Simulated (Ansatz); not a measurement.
CoO: single-point calculation (part 2 of 3)

CoO (slab, 12 atoms in the cell); DFT PBE, scalar-relativistic, plane waves, PAW, spin-polarised (Ansatz 0.2.0); cutoff 420 eV, 11×11×1 k-mesh, Gaussian smearing of 0.1 eV, collinear spins. The structure derives from an entry of the Crystallography Open Database. It belongs to a series of runs on one base structure; here: (0 0 1) slab cut from the bulk.

Geometry of the input (Å; fractional positions):
```
3.0160  0.0000  0.0000
0.0000  3.0160  0.0000
0.0000  0.0000  25.5362
Co 0.5000  0.5000  0.2937
O  0.0000  0.0000  0.2937
Co 0.0000  0.0000  0.3762
O  0.5000  0.5000  0.3762
Co 0.5000  0.5000  0.4587
O  0.0000  0.0000  0.4587
Co 0.0000  0.0000  0.5413
O  0.5000  0.5000  0.5413
Co 0.5000  0.5000  0.6238
O  0.0000  0.0000  0.6238
Co 0.0000  0.0000  0.7063
O  0.5000  0.5000  0.7063
```

What the program printed, continued:
```
SCF iter   1: F=—  HF=-34151.937177 eV  |F-HF|=—  |Δ(HF+E_count)|=         —  Δρ=1.99e-6 (↑9.03e-7 ↓1.99e-6)  dr2=2.21e-8  dr2_m=1.35e-9  M=17.773 μB ∫|m|=17.874 μB  ethr=1.60e-11  p=-0.000 e·Å  D=-9.99e-9 V/Å  ΔV_dip=0.00 eV  dr2_dipole=1.20e-10  V_vac-E_F(+/−)=3.87/3.87 eV  ⟨swp⟩=1.0  Hψ=26910  notcnv=0
efield: sawtooth ramp at fractional position 0.9800 (kept from the solve that this one continues, or follows in the run), width 0.0400; the density the first Hamiltonian is built on has a dipole p = -0.000 e·Å; the dipole correction subtracts the counter field D = -9.99e-9 V/Å, which shifts the + side's vacuum level by +0.00 eV against the − side's; the planar-averaged density in the ramp window peaks in size at 6.9e-6 e/Å³
preconditioner: auto → LDOS  [metal: Δε(μ)=0.004 eV  Ē_g=10.565 eV  σ=0.100 eV  W_gap=0.02  n_scr=64 (ndim 8)  ℏωp=23.1 eV  f_vac=0.479  D(μ)=23.13/eV (n_scr^D=286)]
spin=Collinear: LDOS preconditioning applied to the charge; magnetization (m = ρ↑ − ρ↓) channel mixes plain (no charge-response kernel on spin).
SCF iter   2: F=—  HF=-34151.948814 eV  |F-HF|=—  |Δ(HF+E_count)|=   1.16e-2  Δρ=1.85e-2 (↑1.70e-3 ↓1.85e-2)  dr2=2.72e0  dr2_m=1.67e-1  M=17.719 μB ∫|m|=17.821 μB  ethr=7.25e-7  p=-0.001 e·Å  D=-7.25e-4 V/Å  ΔV_dip=0.02 eV  dr2_dipole=8.96e-2  V_vac-E_F(+/−)=3.98/3.97 eV  ⟨swp⟩=1.4  Hψ=28847  notcnv=0
SCF iter   3: F=—  HF=-34151.937319 eV  |F-HF|=—  |Δ(HF+E_count)|=   1.15e-2  Δρ=2.63e-3 (↑1.09e-4 ↓2.63e-3)  dr2=7.43e-2  dr2_m=3.44e-3  M=17.773 μB ∫|m|=17.874 μB  ethr=7.25e-7  p=0.000 e·Å  D=1.82e-4 V/Å  ΔV_dip=-0.00 eV  dr2_dipole=3.41e-2  V_vac-E_F(+/−)=3.87/3.88 eV  ⟨swp⟩=1.1  Hψ=18019  notcnv=0
an SCF along what the orbitals of the run's state read of its open shells (or to have them read: on a GPU, or by another smearing), with 6 of the crystal's symmetry operations given up (36 k-points in place of 21), reached no lower state that the run goes on to. This is no proof of a minimum
WARN: an SCF from ferrimagnetic starting moments (-2.73, 0.35, 2.73, 0.35, 2.73, 0.35, -2.73, 0.35, -2.73, 0.35, 2.73, 0.35 Bohr magnetons, atom by atom) was not made, by what the run has read of turns of its moments that order reads lower: the deck asks for what bars it, or types moments that do (magnetization.spin_polarized, in the input reference, names some of the keys), or the run goes by scf.lower_state_search: light, the default, which as a rule tries one only behind a close that has lost an order of both signs, or on which an open d or half-filled 4f shell of a PAW file has lost a moment that was set nearer to Hund's than to what is left; or, under a Hubbard U, one that names an f shell that the input leaves bare beside given moments, or a larger moment for a shell of low spin that is given one. standard, with a start from the atoms, tries one behind each close (in a relaxation, ahead of its steps or at their end). To set out from that order, type those moments (crystal.atoms[].spin; where shells were raised to Hund's moment, beside crystal.symmetry.detect: false) under scf.lower_state_search: light. The bands of the close that named these starting moments, or of the one ahead of a search that led to it (under cold or Methfessel-Paxton smearing those of the Gaussian ahead of it) read a cost of -252.02 meV for the turn to them, carried on from a small turn (-252.02 by the pairs of d shells alone)
WARN: The output density's exchange-correlation potential varies sharply where the density is thin. Do not read a vacuum level from v_tot or v_xc, or from such a field of the output density. On a cell that repeats whose density bears no net charge and no dipole along the vacuum's axis use v_es (v_loc + v_h of the components); under efield.dipole_correction with no amplitude use v_es + v_field, which holds any external_charges[].barrier, or the levels of the report's work_function block, which leave it out; under a non-zero efield.amplitude the vacuum is tilted and has no level; on a cell that repeats and bears such a dipole with no correction it is tilted too, and efield.dipole_correction with no amplitude gives each side of its ramp a level where efield: is served; in a cell that repeats whose density bears a net charge (total_charge, or a fill off its count) it is curved and has none; of a slab under crystal.periodic whose density bears no net charge use v_es, which has a level on each side, short of where the two are joined; of another it falls or rises all the way out and has none; of a slab beside external_charges read slab_vacuum_level instead, which it has where they leave it neutral. The grid or the basis barely resolves most such structure, and the values can differ between equally converged runs; as a rule a tighter scf.convergence.dr2_threshold does not remove it. Where the density itself ripples (under the LDA too) a higher basis.ecutwfc lessens it. The files hold the spikes' plane waves up to the density's cutoff. Files: v_tot_of_output_density and the like, and their columns of v_z.tsv (output.write_potential); v_xc_of_output_density and the like, and their columns of v_comp_z.tsv (output.write_potential_components). Measured: with its Gaussian average of σ = 0.25 Å subtracted twice, the exchange-correlation potential is over 0.1 eV at 2896 of the grid points where the equally averaged density (valence and model cores) is under 1e-3 e/Å³, and 0.552 eV at the most among them, at an averaged density of 1.3e-7 e/Å³. The input density's (outcome.potential() and, of a run that writes arrays, v_tot and v_xc) is over 0.1 eV, so measured, at 155 points of its own thin density, 1.08 eV at the most. See output.write_potential in the manual, Limitations
SCF converged after 15 iterations
Magnetization: 17.7728 μB (77.8864 up, 60.1136 down)
Absolute magnetization: 17.8740 μB (∫|ρ↑−ρ↓|, with the PAW one-centre terms)
Spin contamination: 0.0431 ħ² per cell (⟨S²⟩ above its minimum at these occupations)
Per-site moments (μB) at R_I (Å): [(2.412960610955301, 0.8692406064324987), (0.28992024805811145, 0.8692406064324987), (2.534376690904074, 0.8692406064324987), (0.34896624152540306, 0.8692406064324987), (2.519182532139896, 0.8692406053791282), (0.3409131397757857, 0.8692406053791282), (2.5191817648555244, 0.8692406053791282), (0.34091317221101913, 0.8692406053791282), (2.5343790846626737, 0.8692406064324991), (0.3489662673226131, 0.8692406064324991), (2.4129619566873184, 0.8692406064324991), (0.28992027114153546, 0.8692406064324991)]
Free energy (F): -34151.937177 eV
Harris-Foulkes:  -34151.937177 eV  (|F-HF|=2.04e-8)
Internal energy: -34151.821510 eV  (E = F + TS)
E sigma→0 (E₀):  -34151.879343 eV
Entropy (-TS):   -0.115667 eV (-9.639 meV/atom)
Fermi energy:    4.969004 eV
Dipole field:    D = 0.000014 V/Å  (p = 0.000018 e·Å, saw-weighted, corrected)
Work function:   Φ+ = 3.8723 eV   Φ− = 3.8727 eV
Levels:          The Fermi level and band energies are counted from a zero that moves with the ramp; work functions are not
--- Per-component energies (eV) ---
  E_band       = -3055.310152
  E_kinetic    = 3700.286152
  E_local      = -230402.871112  (includes V_loc(G=0)·N_el)
  E_nonlocal   = 3084.496460
  E_hartree    = 112747.651167
  E_xc         = -1369.632643
  E_vxc        = -1759.844897  (∫ρ·V_xc dr)
  E_paw        = -10061.170476  (= ΣΔE_a)
  E_vpaw       = -3172.731889  (= ΣTr[D̂ρ^β])
  E_aug_tail   = 0.014496  (compensation charges beyond the density's cutoff)
  E_efield     = 0.000000  (sawtooth field / dipole correction)
  E_vefield    = 0.000000  (∫n·V_field dr)
  E_ewald      = 88149.404447
  E_smearing   = -0.115667  (= −TS)
  E_closure    = 0.000000  (closes the sum)
  Σ components = -34151.937177   (vs F -34151.937177, Δ=0.00e0)
--- Forces (eV/Å), atoms counted from 1 ---
  atom   1  Co    -0.00000000     0.00000000     0.28224219
  atom   2  O     -0.00000000     0.00000000    -0.15852576
  atom   3  Co     0.00000000     0.00000000    -0.19679608
  atom   4  O     -0.00000000     0.00000000    -0.02950939
  atom   5  Co     0.00000000     0.00000000    -0.00573670
  atom   6  O      0.00000000     0.00000000     0.06209764
  atom   7  Co     0.00000000     0.00000000     0.00573610
  atom   8  O      0.00000000     0.00000000    -0.06209786
  atom   9  Co    -0.00000000     0.00000000     0.19679628
  atom  10  O      0.00000000     0.00000000     0.02950930
  atom  11  Co     0.00000000     0.00000000    -0.28224315
  atom  12  O      0.00000000     0.00000000     0.15852639
  max |Σ_I F_I| component: 1.06e-6 eV/Å
--- Stress (GPa, compression-positive) ---
       -3.479402       0.000000      -0.000000
        0.000000      -3.479402       0.000000
       -0.000000       0.000000       0.007120
  P = ⅓ Tr σ = -2.3172 GPa (-23.172 kbar)
--- Band table (eV; the first three rows and the last of 42) ---
  k-point 0 ↑: bands = ["-91.9973", "-91.9973", "-91.9611", "-91.9586", "-91.8103", "-91.8102", "-55.3408", "-55.3337", "-55.3224", "-55.3116", "-55.2411", "-55.2411", "-55.2410", "-55.2410", "-55.2319", "-55.2319", "-55.2318", "-55.2318", "-55.1954", "-55.1954", "-55.1877", "-55.1877", "-54.7958", "-54.7958", "-15.2436", "-14.9436", "-14.5772", "-14.2476", "-13.9064", "-13.8907", "-2.0438", "-1.9542", "-1.4290", "-0.6422", "0.2244", "0.4990", "0.4990", "0.5597", "0.5597", "0.7344", "0.7344", "0.9911", "0.9911", "1.0206", "1.0366", "1.1136", "1.2823", "1.3551", "1.3551", "1.4819", "1.6657", "1.6843", "1.7235", "1.7861", "1.7861", "1.8172", "1.8180", "1.8604", "1.9080", "1.9675", "2.0053", "2.2061", "2.2061", "2.6070", "2.6084", "2.6084", "2.7551", "2.8743", "2.8743", "2.9215", "2.9215", "3.0328", "3.0378", "3.0378", "3.0521", "3.0852", "3.0852", "3.1543", "5.7769", "6.0668", "7.2245", "8.5010", "8.7389", "9.4936", "9.8611", "10.6356", "10.8537", "11.3483", "12.5735", "13.8071", "14.8970", "15.5987", "16.0608", "16.6420"]
  k-point 1 ↑: bands = ["-91.9972", "-91.9972", "-91.9610", "-91.9585", "-91.8102", "-91.8102", "-55.3401", "-55.3335", "-55.3226", "-55.3121", "-55.2424", "-55.2424", "-55.2408", "-55.2407", "-55.2334", "-55.2334", "-55.2318", "-55.2318", "-55.1967", "-55.1951", "-55.1894", "-55.1878", "-54.7957", "-54.7957", "-15.1877", "-14.8929", "-14.5353", "-14.2186", "-13.8775", "-13.8651", "-2.0333", "-1.9709", "-1.4573", "-0.6897", "-0.0048", "0.0654", "0.1831", "0.2339", "0.2634", "0.2829", "0.4251", "0.5230", "0.6345", "0.7680", "0.9075", "0.9504", "0.9814", "1.0031", "1.4047", "1.4646", "1.5504", "1.6815", "1.8117", "1.8601", "1.8952", "1.9783", "2.1002", "2.2094", "2.2108", "2.2497", "2.3181", "2.5386", "2.5408", "2.6152", "2.7264", "2.8149", "2.8575", "2.8763", "2.9135", "2.9377", "3.0192", "3.0578", "3.0843", "3.1040", "3.1752", "3.2557", "3.4238", "3.4814", "6.1455", "6.3453", "7.3910", "8.6219", "8.8816", "9.6188", "9.9793", "10.7762", "11.0450", "11.5032", "12.6983", "13.8635", "14.8880", "15.5946", "16.0108", "16.3252"]
  k-point 2 ↑: bands = ["-91.9970", "-91.9970", "-91.9606", "-91.9585", "-91.8100", "-91.8099", "-55.3383", "-55.3329", "-55.3233", "-55.3137", "-55.2459", "-55.2459", "-55.2399", "-55.2399", "-55.2376", "-55.2376", "-55.2317", "-55.2317", "-55.2002", "-55.1943", "-55.1938", "-55.1878", "-54.7954", "-54.7954", "-15.0290", "-14.7503", "-14.4208", "-14.1451", "-13.8002", "-13.7954", "-2.0674", "-2.0507", "-1.5753", "-0.9952", "-0.7094", "-0.6376", "-0.3617", "-0.3467", "-0.2281", "-0.1944", "-0.0833", "-0.0275", "0.0598", "0.0832", "0.1989", "0.3151", "0.3576", "0.7006", "1.7594", "1.7678", "1.8231", "1.9100", "1.9493", "1.9987", "2.0302", "2.1415", "2.3317", "2.3451", "2.5001", "2.5322", "2.5592", "2.7241", "2.7921", "2.8020", "2.9101", "2.9276", "3.0621", "3.1581", "3.1783", "3.3001", "3.3597", "3.4182", "3.5043", "3.5598", "3.5969", "3.6389", "3.9084", "4.0006", "6.9685", "7.0274", "7.8819", "8.9575", "9.3003", "9.9762", "10.2891", "11.1441", "11.4897", "11.9820", "13.0462", "13.9514", "14.7612", "15.3419", "15.4283", "15.6513"]
  k-point 20 ↓: bands = ["-88.8693", "-88.8693", "-88.8496", "-88.8496", "-88.8306", "-88.8306", "-52.2305", "-52.2305", "-52.2303", "-52.2297", "-52.2258", "-52.2250", "-52.2238", "-52.2234", "-52.2119", "-52.2114", "-52.2113", "-52.2110", "-52.2051", "-52.2048", "-52.1936", "-52.1936", "-52.1302", "-52.1302", "-13.4562", "-13.4311", "-13.3651", "-13.3554", "-12.9080", "-12.9078", "-1.4396", "-1.3983", "-1.1836", "-1.1072", "-0.8183", "-0.6747", "-0.3702", "-0.1180", "0.0951", "0.2211", "0.2995", "0.5124", "0.6748", "0.7669", "0.8831", "1.0036", "1.6470", "1.6983", "3.0337", "3.1416", "3.6282", "3.6778", "4.2193", "4.2383", "4.6941", "4.7036", "4.9843", "4.9974", "5.0659", "5.0679", "5.0783", "5.0807", "5.1170", "5.1178", "5.2737", "5.2738", "5.5968", "5.6738", "5.8063", "5.8466", "5.9086", "5.9113", "6.0000", "6.0109", "6.2325", "6.2398", "6.5557", "6.5585", "11.0248", "11.0308", "12.1995", "12.2426", "13.2881", "13.3062", "14.4927", "14.5971", "15.0053", "15.0116", "15.1785", "15.1807", "15.2034", "15.2563", "15.3337", "15.7171"]
--- Löwdin populations: 12 sites ---
  site symbol       q [e]    m [muB]
     0     Co     15.9117     2.5176
     1      O      6.9691     0.3688
     2     Co     15.8942     2.5711
     3      O      6.9781     0.4463
     4     Co     15.8998     2.5612
     5      O      6.9779     0.4275
     6     Co     15.8998     2.5612
     7      O      6.9779     0.4275
     8     Co     15.8941     2.5711
     9      O      6.9781     0.4463
    10     Co     15.9117     2.5176
    11      O      6.9691     0.3688
  spilling = 0.005351 (of n_electrons = 138.000000)
```

File populations.tsv:
```
# site	symbol	l	j	q_up	q_dn
# orbitals = lowdin
# n_electrons = 138.000000
# spilling = 0.005351
0	Co	0_3S	-	0.997357	0.997444
0	Co	0_4S	-	0.257776	0.215588
0	Co	1_3P	-	2.999299	2.998708
0	Co	2_3D	-	4.960222	2.485276
1	O	0_2S	-	0.943853	0.911635
1	O	1_2P	-	2.725084	2.388549
2	Co	0_3S	-	0.996299	0.996394
2	Co	0_4S	-	0.255565	0.238351
2	Co	1_3P	-	2.999229	2.998704
2	Co	2_3D	-	4.981535	2.428073
3	O	0_2S	-	0.944014	0.898436
3	O	1_2P	-	2.768181	2.367481
4	Co	0_3S	-	0.996286	0.996408
4	Co	0_4S	-	0.252747	0.232821
4	Co	1_3P	-	2.999242	2.998664
4	Co	2_3D	-	4.982222	2.441425
5	O	0_2S	-	0.941904	0.899197
5	O	1_2P	-	2.760811	2.375996
6	Co	0_3S	-	0.996286	0.996408
6	Co	0_4S	-	0.252747	0.232821
6	Co	1_3P	-	2.999242	2.998664
6	Co	2_3D	-	4.982222	2.441426
7	O	0_2S	-	0.941904	0.899197
7	O	1_2P	-	2.760811	2.375996
8	Co	0_3S	-	0.996299	0.996394
8	Co	0_4S	-	0.255565	0.238351
8	Co	1_3P	-	2.999229	2.998704
8	Co	2_3D	-	4.981535	2.428070
9	O	0_2S	-	0.944014	0.898436
9	O	1_2P	-	2.768181	2.367481
10	Co	0_3S	-	0.997357	0.997444
10	Co	0_4S	-	0.257776	0.215588
10	Co	1_3P	-	2.999299	2.998708
10	Co	2_3D	-	4.960222	2.485274
11	O	0_2S	-	0.943853	0.911635
11	O	1_2P	-	2.725084	2.388549
```

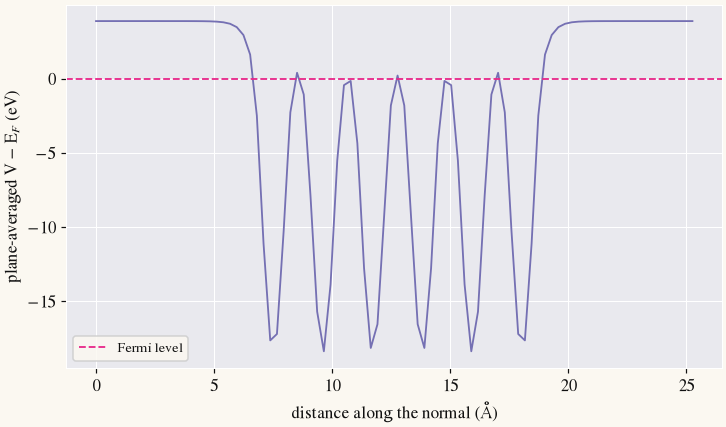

Figure 1. Plane average of the electrostatic potential energy of an electron across the cell, from the Fermi level. The vacuum level lies 3.87 eV above the Fermi level.

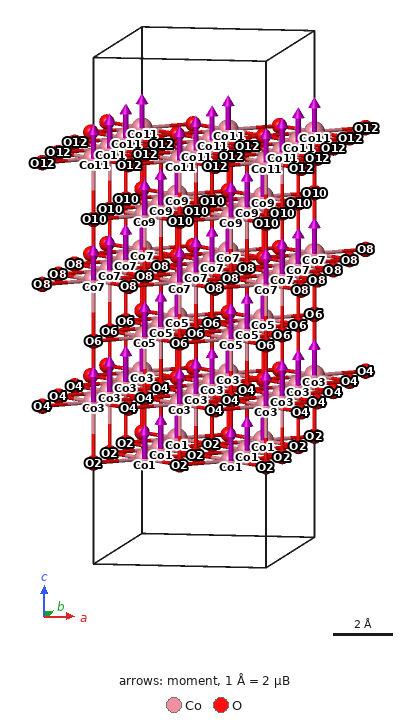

Figure 2. Magnetic moments of the sites as pink arrows (ball-and-stick view of the 2 × 3 repeat of the cell, with the vacuum cut short, seen slightly off an axis; bonded neighbours outside the cell are drawn too; atoms are numbered from 1 in the order of the input); small moments hardly show. The run is collinear, so the axis drawn is arbitrary. Site moments: Co3, Co9 (2.53 μB); Co5, Co7 (2.52 μB); Co1, Co11 (2.41 μB); O4, O10 (0.35 μB); O6, O8 (0.34 μB); O2, O12 (0.29 μB). They are counted near the atoms and needn't add up to the moment of the cell.

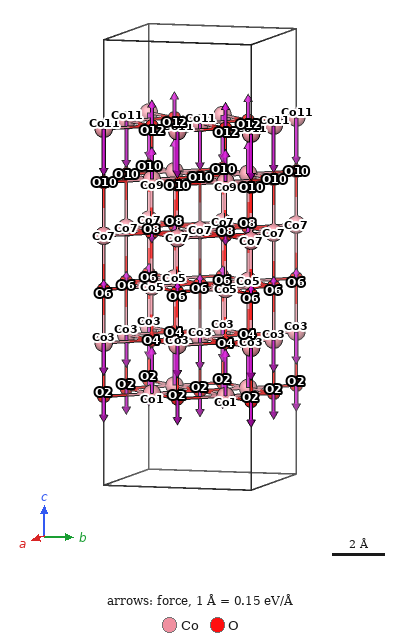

Figure 3. Forces on the atoms as pink arrows (ball-and-stick view of the 2 × 2 repeat of the cell, with the vacuum cut short, seen slightly off an axis; atoms are numbered from 1 in the order of the input); the smallest are left out. The largest act on Co1, Co11 (0.28 eV/Å); Co3, Co9 (0.20 eV/Å); O2, O12 (0.16 eV/Å). The geometry is not a stationary point of this energy.
